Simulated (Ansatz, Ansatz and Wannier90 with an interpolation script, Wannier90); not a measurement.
# G0W0 band structure of SiC (F-43m), part 2 of 3

G0W0 gives levels on a mesh alone; what do the bands of SiC (F-43m) look like between the points?

Ansatz 0.2.0; LDA, Wannier functions and G0W0, plane waves, PAW. Known limits of the many-body steps: not at the basis limit.

So far. Step 2 (LDA bands): The gap is indirect, with the least direct gap 3.19 eV higher.

## (4) Wannier functions by Wannier90 (C:2s C:2p Si:3s Si:3p) on 10×10×10

Localised functions give a small Hamiltonian that interpolates between mesh points at no cost.

This step: maximally localised Wannier functions from the overlaps of LDA states (plane waves, PAW).

The input, w.win:

```
num_iter = 1200
conv_tol = 1.0e-8
conv_window = 5
dis_num_iter = 4000
dis_conv_tol = 1.0e-8
dis_mix_ratio = 0.7
write_hr = true
use_ws_distance = false
num_print_cycles = 50
! ansatz wannier90 interface
! projections by site (counted from 0) and shell: 1 2S, 1 2P, 0 3S, 0 3P
! states of the run's bands (counted from 1): 1-11
num_bands = 11
num_wann  = 8
dis_win_min = -6.22
dis_win_max = 24.28
dis_froz_min = -6.22
dis_froz_max = 13.56
guiding_centres = true

begin unit_cell_cart
Ang
                      0.0                    2.179                    2.179
                    2.179                      0.0                    2.179
                    2.179                    2.179                      0.0
end unit_cell_cart

begin atoms_frac
Si                       0.0                      0.0                      0.0
C                       0.75                     0.75                     0.75
end atoms_frac

mp_grid = 10 10 10

[... the mesh's points ...]
```

Launch:

```
$ OMP_NUM_THREADS=1 mpirun -n 8 wannier90.x w > wannier90.x.log
```

Numbers of over 12 decimals in the logs are rounded to 6 here.

The log of the run:

```text
TEM
                                    ------

                              Lattice Vectors (Ang)
                    a_1     0.000000   2.179000   2.179000
                    a_2     2.179000   0.000000   2.179000
                    a_3     2.179000   2.179000   0.000000

                   Unit Cell Volume:      20.69196  (Ang^3)

                        Reciprocal-Space Vectors (Ang^-1)
                    b_1    -1.441759   1.441759   1.441759
                    b_2     1.441759  -1.441759   1.441759
                    b_3     1.441759   1.441759  -1.441759

 *----------------------------------------------------------------------------*
 |   Site       Fractional Coordinate          Cartesian Coordinate (Ang)     |
 +----------------------------------------------------------------------------+
 | si   1   0.00000   0.00000   0.00000   |    0.00000   0.00000   0.00000    |
 | c    1   0.75000   0.75000   0.75000   |    3.26850   3.26850   3.26850    |
 *----------------------------------------------------------------------------*
                                ------------
                                K-POINT GRID
                                ------------

             Grid size = 10 x 10 x 10      Total points = 1000

 *---------------------------------- MAIN ------------------------------------*
 |  Number of Wannier Functions               :                 8             |
 |  Number of Objective Wannier Functions     :                 8             |
 |  Number of input Bloch states              :                11             |
 |  Output verbosity (1=low, 5=high)          :                 1             |
 |  Timing Level (1=low, 5=high)              :                 1             |
 |  Optimisation (0=memory, 3=speed)          :                 3             |
 |  Length Unit                               :               Ang             |
 |  Post-processing setup (write *.nnkp)      :                 F             |
 |  Using Gamma-only branch of algorithms     :                 F             |
 *----------------------------------------------------------------------------*
 *------------------------------- WANNIERISE ---------------------------------*
 |  Total number of iterations                :              1200             |
 |  Number of CG steps before reset           :                 5             |
 |  Trial step length for line search         :             2.000             |
 |  Convergence tolerence                     :         0.100E-07             |
 |  Convergence window                        :                 5             |
 |  Iterations between writing output         :                50             |
 |  Iterations between backing up to disk     :               100             |
 |  Write r^2_nm to file                      :                 F             |
 |  Write xyz WF centres to file              :                 F             |
 |  Write on-site energies <0n|H|0n> to file  :                 F             |
 |  Use guiding centre to control phases      :                 T             |
 |  Use phases for initial projections        :                 F             |
 |  Iterations before starting guiding centres:                 0             |
 |  Iterations between using guiding centres  :                 1             |
 *----------------------------------------------------------------------------*
 *------------------------------- DISENTANGLE --------------------------------*
 |  Using band disentanglement                :                 T             |
 |  Total number of iterations                :              4000             |
 |  Mixing ratio                              :             0.700             |
 |  Convergence tolerence                     :         1.000E-08             |
 |  Convergence window                        :                 3             |
 *----------------------------------------------------------------------------*
 *-------------------------------- PLOTTING ----------------------------------*
 |  Plotting Hamiltonian in WF basis          :                 T             |
 *----------------------------------------------------------------------------*

 *---------------------------------- K-MESH ----------------------------------*
 +----------------------------------------------------------------------------+
 |                    Distance to Nearest-Neighbour Shells                    |
 |                    ------------------------------------                    |
 |          Shell             Distance (Ang^-1)          Multiplicity         |
 |          -----             -----------------          ------------         |
 |             1                   0.249720                      8            |
 |             2                   0.288352                      6            |
 |             3                   0.407791                     12            |
 |             4                   0.478177                     24            |
 |             5                   0.499440                      8            |
 |             6                   0.576704                      6            |
 |             7                   0.628448                     24            |
 |             8                   0.644774                     24            |
[...]
+----------------------------------------------------------------------------+
 |                              Energy  Windows                               |
 |                              ---------------                               |
 |                   Outer:   -6.22000  to   24.28000  (eV)                   |
 |                   Inner:   -6.22000  to   13.56000  (eV)                   |
 +----------------------------------------------------------------------------+
   Number of target bands to extract:    8

                   Unitarised projection of Wannier functions
                   ------------------------------------------
   A_mn = <psi_m|g_n> --> S = A.A^+ --> U = S^-1/2.A
   In dis_project... done
   Using an inner window (linner = T)
   In dis_proj_froz... done

                   Extraction of optimally-connected subspace
                   ------------------------------------------
 +---------------------------------------------------------------------+<-- DIS
 |  Iter     Omega_I(i-1)      Omega_I(i)      Delta (frac.)    Time   |<-- DIS
 +---------------------------------------------------------------------+<-- DIS
       1      10.06292454       9.38677637       7.203E-02      0.00    <-- DIS
       2       9.46245835       9.15804716       3.324E-02      0.00    <-- DIS
       3       9.21085361       9.04188516       1.869E-02      0.01    <-- DIS
      50       8.80977607       8.80974131       3.946E-06      0.17    <-- DIS
     100       8.80964511       8.80964232       3.166E-07      0.34    <-- DIS
     150       8.80964219       8.80964203       1.803E-08      0.50    <-- DIS

             <<<      Delta < 1.000E-08  over  3 iterations     >>>
             <<< Disentanglement convergence criteria satisfied >>>

        Final Omega_I     8.80964203 (Ang^2)

 +----------------------------------------------------------------------------+

 Writing checkpoint file w.chk... done

 *------------------------------- WANNIERISE ---------------------------------*
 +--------------------------------------------------------------------+<-- CONV
 | Iter  Delta Spread     RMS Gradient      Spread (Ang^2)      Time  |<-- CONV
 +--------------------------------------------------------------------+<-- CONV

 ------------------------------------------------------------------------------
 Initial State
  WF centre and spread    1  (  3.268500,  3.268500,  3.268500 )     1.85297537
  WF centre and spread    2  (  3.268500,  3.268500,  3.268500 )     1.44748915
  WF centre and spread    3  (  3.268500,  3.268500,  3.268500 )     1.44748915
  WF centre and spread    4  (  3.268500,  3.268500,  3.268500 )     1.44748915
  WF centre and spread    5  (  0.000000, -0.000000, -0.000000 )     1.91977997
  WF centre and spread    6  ( -0.000000,  0.000000, -0.000000 )     2.44187846
  WF centre and spread    7  (  0.000000, -0.000000, -0.000000 )     2.44187846
  WF centre and spread    8  (  0.000000, -0.000000,  0.000000 )     2.44187846
  Sum of centres and spreads ( 13.074000, 13.074000, 13.074000 )    15.44085816

      0     0.154E+02     0.0000000000       15.4408581602       0.59  <-- CONV
        O_D=      0.1957624 O_OD=      6.4354537 O_TOT=     15.4408582 <-- SPRD
 ------------------------------------------------------------------------------
 Cycle:      1
  WF centre and spread    1  (  3.268500,  3.268500,  3.268500 )     1.53142770
  WF centre and spread    2  (  3.268500,  3.268500,  3.268500 )     1.40327474
[...]
Sum of centres and spreads ( 13.074000, 13.074000, 13.074000 )    14.74192161

      1    -0.699E+00     0.2134232373       14.7419216104       0.61  <-- CONV
        O_D=      0.1935934 O_OD=      5.7386861 O_TOT=     14.7419216 <-- SPRD
 Delta: O_D= -0.2168990E-02 O_OD= -0.6967676E+00 O_TOT= -0.6989365E+00 <-- DLTA
 ------------------------------------------------------------------------------
 Cycle:     50
[...]
Sum of centres and spreads ( 13.074000, 13.074000, 13.074000 )    13.71826890

     50    -0.111E-05     0.0004124195       13.7182688988       1.11  <-- CONV
        O_D=      0.1788312 O_OD=      4.7297957 O_TOT=     13.7182689 <-- SPRD
 Delta: O_D= -0.4424805E-04 O_OD=  0.4313463E-04 O_TOT= -0.1113422E-05 <-- DLTA
 ------------------------------------------------------------------------------

             <<<     Delta < 1.000E-08  over  5 iterations     >>>
             <<< Wannierisation convergence criteria satisfied >>>

 Final State
[...]
WF centre and spread    4  (  3.268500,  3.268500,  3.268500 )     1.30908312
  WF centre and spread    5  (  0.000000,  0.000000,  0.000000 )     1.54220616
  WF centre and spread    6  ( -0.000000,  0.000000, -0.000000 )     2.45965563
  WF centre and spread    7  (  0.000000, -0.000000, -0.000000 )     2.45965563
  WF centre and spread    8  (  0.000000, -0.000000,  0.000000 )     2.45965563
  Sum of centres and spreads ( 13.074000, 13.074000, 13.074000 )    13.71826413

         Spreads (Ang^2)       Omega I      =     8.809642032
        ================       Omega D      =     0.178813484
                               Omega OD     =     4.729808615
    Final Spread (Ang^2)       Omega Total  =    13.718264131
 ------------------------------------------------------------------------------

 Writing checkpoint file w.chk... done

 *---------------------------------------------------------------------------*
 |                               PLOTTING                                    |
 *---------------------------------------------------------------------------*

 *===========================================================================*
 |                             TIMING INFORMATION                            |
 *===========================================================================*
 |    Tag                                                Ncalls      Time (s)|
 |---------------------------------------------------------------------------|
 |kmesh: get                                        :         1         0.221|
 |overlap: read                                     :         1         0.561|
 |dis: main                                         :         1         0.596|
 |wann: main                                        :         1         0.797|
 |plot: main                                        :         1         0.104|
 *---------------------------------------------------------------------------*
 All done: wannier90 exiting
```

The job ended after 3.6 s (8 MPI ranks of Arm Neoverse V2, shared host).

This step gave:

```yaml
gauge_invariant_spread: 8.810 Å²
diagonal_spread: 0.1788 Å²
off_diagonal_spread: 4.730 Å²
total_spread: 13.72 Å²
disentanglement_steps: 163
r_m_s_interpolation_error: 0.004141 eV
r_m_s_error_near_the_gap: 0.005559 eV
```

Near the gap the model misses directly solved bands by 5.6 meV r.m.s. and by 26 meV at most in the window tested. This tests the starting bands, not the corrections carried with them.

Wannier functions, by row:

```tsv
function	x (Å)	y (Å)	z (Å)	spread (Å²)	nearest atom	distance (Å)
1	3.268	3.268	3.268	0.87	C2	0
2	3.268	3.268	3.268	1.309	C2	0
3	3.268	3.268	3.268	1.309	C2	0
4	3.268	3.268	3.268	1.309	C2	0
5	0	0	0	1.542	Si1	0
6	0	0	0	2.46	Si1	0
7	0	0	0	2.46	Si1	0
8	0	0	0	2.46	Si1	0
```

Frozen up to 4.32 eV; above it the model need not follow the bands. Electronic bands along the path, in eV, zero at the valence-band top; v1 is the highest filled band, c1 the lowest empty one:

```tsv
point	v4	v3	v2	v1	c1	c2	c3	c4
Γ	-15.32	0.00	0.00	0.00	6.27	7.20	7.20	7.20
X	-10.22	-7.82	-3.19	-3.19	1.32	4.19	13.82	13.82
U	-10.22	-7.28	-5.58	-2.60	3.02	9.05	11.69	12.35
jump to K	-10.22	-7.28	-5.58	-2.60	3.02	9.05	11.69	12.35
Γ	-15.32	0.00	0.00	0.00	6.27	7.20	7.20	7.20
L	-11.70	-8.55	-1.06	-1.06	5.38	7.14	7.14	9.91
W	-9.97	-7.03	-5.01	-4.70	5.12	9.33	9.38	14.00
X	-10.22	-7.82	-3.19	-3.19	1.32	4.19	13.82	13.82
```

The same for Kohn-Sham, solved directly:

```tsv
point	v4	v3	v2	v1	c1	c2	c3	c4
Γ	-15.32	0.00	0.00	0.00	6.27	7.20	7.20	7.20
X	-10.22	-7.82	-3.19	-3.19	1.32	4.19	13.82	13.82
U	-10.22	-7.28	-5.57	-2.60	3.04	7.65	11.70	12.30
K	-10.22	-7.28	-5.57	-2.60	3.04	7.65	11.70	12.30
Γ	-15.32	0.00	0.00	0.00	6.27	7.20	7.20	7.20
L	-11.70	-8.55	-1.06	-1.06	5.38	7.14	7.14	9.91
W	-9.97	-7.04	-5.02	-4.71	5.14	9.33	9.36	9.62
X	-10.22	-7.82	-3.19	-3.19	1.32	4.19	13.82	13.82
```

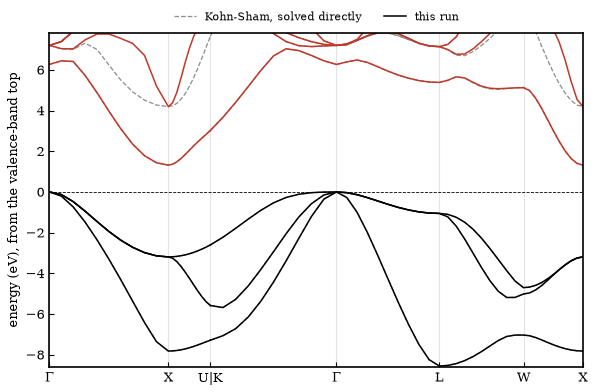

Electronic bands along the path; lines of filled and empty bands in two colours; dashed: Kohn-Sham, solved directly.

## (5) G0W0 at every point of the mesh: 10×10×10 mesh, 95 empty bands, screening to 160 eV

Now the one-shot GW correction: screening in the RPA, then the self-energy of the levels asked for.

This step: G0W0 on LDA, plane waves, PAW.

The input, input.yaml:

```yaml
crystal:
  lattice:
    - [0.0, 2.179, 2.179]
    - [2.179, 0.0, 2.179]
    - [2.179, 2.179, 0.0]
  atoms:
    - { symbol: Si, position: [0.0, 0.0, 0.0] }
    - { symbol: C, position: [0.75, 0.75, 0.75] }
kpoints:
  mp_grid: { grid: [10, 10, 10] }
hamiltonian:
  xc: lda
scf:
  occupations: { method: fixed }
gw:
  n_empty_bands: 95
  ecut_chi: 160.0
  qp_bands: [v4, c2]
  screening: { model: contour_deformation }
```

Launch:

```
$ ansatz run input.yaml --threads 12 --pin off --max-ram 22118MiB --backend cpu --events-out ev --progress --plain --runs-dir out
```

The log of the run:

```text
[...]
Crystal: 2 atoms, lattice volume = 20.692 Å³
Basis set: ecut = 420 eV, 411 PW (Γ)
Bands: 8, of which v1, the nominal top of the filled ones, is band 4 counted from 1 (3 counted from 0)
Symmetry: 24 space group operations
[...]
k-points: 47 of 1000 (time reversal used)
[...]
SCF iter   1: F=—  HF=-852.198655 eV  |F-HF|=—  |Δ(HF+E_count)|=         —  Δρ=7.66e-3  dr2=1.27e-2  ethr=1.77e-3  ⟨swp⟩=4.6  Hψ=2660  notcnv=0  defer=80
[...]
SCF iter   6: F=-852.194827 eV  HF=-852.194827 eV  |F-HF|=3.76e-11  |Δ(HF+E_count)|=   4.71e-9  Δρ=1.67e-6  dr2=2.23e-10  ethr=1.48e-10  ⟨swp⟩=2.3  Hψ=1774  notcnv=0
SCF 1 converged in 6 iterations: F = -852.194827 eV  dr2 = 2.23e-10
[...]
G₀W₀ screening: q 1/47
[... further progress lines ...]
[...]
SCF converged after 6 iterations
Free energy (F): -852.194827 eV
[...]
Internal energy: -852.194827 eV  (E = F + TS)
E sigma→0 (E₀):  -852.194827 eV
Fermi energy:    9.244017 eV
[...]
--- Band table (eV; the first three rows and the last of 47) ---
[...]
--- G₀W₀: contour deformation, 7 samples at zero and on the imaginary axis and 5 off it, 1000 q-points, 95 empty bands' worth ---
  eigenvalues of the whole cell's RPA ε∞ on this k-mesh (on a slab, of 1 + 4πα/V) = 6.7141, 6.7141, 6.7141; static W/v taken at q = 0 is 0.148940
  bands read: the sum over 99 bands ends inside a degenerate multiplet in 4 slots, whose members it reads at an even weight; the widest, k=0: bands 98 to 100 (counted from 1) at 2/3 each
    ik  band        ε_KS         Σx   Σc(E_QP)       V_xc       Z   E_QP_lin       E_QP  E_QP is
     0     1     -6.0747   -23.1552     7.9234   -14.3355  0.7129    -6.9818    -6.9711  root
     0     2      9.2440   -18.2715     1.8596   -15.9257  0.7885     8.7561     8.7577  root
     0     3      9.2440   -18.2715     1.8596   -15.9257  0.7885     8.7561     8.7577  root
     0     4      9.2440   -18.2715     1.8596   -15.9257  0.7885     8.7561     8.7577  root
     0     5     15.5111    -9.6973    -5.3480   -15.5902  0.7795    16.0592    16.0559  root
     0     6     16.4432    -8.1501    -5.2754   -14.2483  0.7963    17.2727    17.2661  root
     1     1     -5.8787   -23.1209     7.8656   -14.3664  0.7139    -6.7815    -6.7676  root
     1     2      8.2459   -18.3226     2.1312   -15.6261  0.7837     7.6781     7.6806  root
     1     3      9.1096   -18.2801     1.8929   -15.8921  0.7881     8.6128     8.6145  root
     1     4      9.1096   -18.2801     1.8929   -15.8921  0.7881     8.6128     8.6145  root
     1     5     15.7288    -9.1702    -5.3104   -15.0938  0.7846    16.3459    16.3420  root
     1     6     16.6851    -8.0987    -5.3685   -14.2992  0.7934    17.5239    17.5171  root
     2     1     -5.2987   -23.0285     7.6840   -14.4658  0.7162    -6.1886    -6.1773  root
     2     2      6.1356   -18.7191     2.8933   -15.1372  0.7654     5.4408     5.4470  root
[...]
46     2      2.0945   -19.9536     4.3914   -14.8517  0.7275     1.3832     1.3839  root
    46     3      4.4221   -18.0581     3.3696   -13.9778  0.7501     3.7061     3.7114  root
    46     4      4.6509   -17.5000     3.0447   -13.7773  0.7569     3.9677     3.9728  root
    46     5     13.8663    -7.6663    -4.7202   -12.9873  0.7983    14.4703    14.4672  root
    46     6     17.1709    -7.6693    -5.4529   -13.9411  0.7911    17.9969    17.9899  root
```

Elapsed: 11 min, on 12 threads; peak memory 0.55 GiB; 24 min of CPU time.

This step gave:

| Quantity | Value |
| --- | --- |
| bands summed | 99 |
| RPA ε∞ on this mesh (eigenvalues) | 6.714, 6.714, 6.714 |
| plane waves in the screening matrix | 113 |
| q-points in the mesh | 1000 |
| G0W0 gap on the mesh | 2.209 eV |
| k of the valence top | 0, 0, 0 |
| k of the conduction bottom | 0, -0.5, -0.5 |
| starting gap on the mesh | 1.317 eV |
| Z at the valence top | 0.7885 |
| Z at the conduction bottom | 0.8178 |
| least direct G0W0 gap on the computed points | 5.598 eV |

The gap on the mesh goes from 1.32 eV to 2.21 eV, a correction of +0.89 eV. Between the two edge states, bare exchange in place of the xc potential would open the gap by 6.74 eV, and correlation takes back 5.84 eV.

(Part 2 of 3 ends here.)

[Paths, hosts, dates, memory and timing lines, banners, echoed tables and standing remarks are left out of the program output.]

[Logs are printed without paths, hosts, clocks, repeated set-up lines and the standing remarks that a program may print on its own settings, such as how far it seeks lower states.]

[Runs of the session that timed out or met a known fault of the program may be left out.]

[Hosts, paths, dates, database ids (printed as entryN), source tags and the programs' standing remarks are cut or masked in the printed files.]
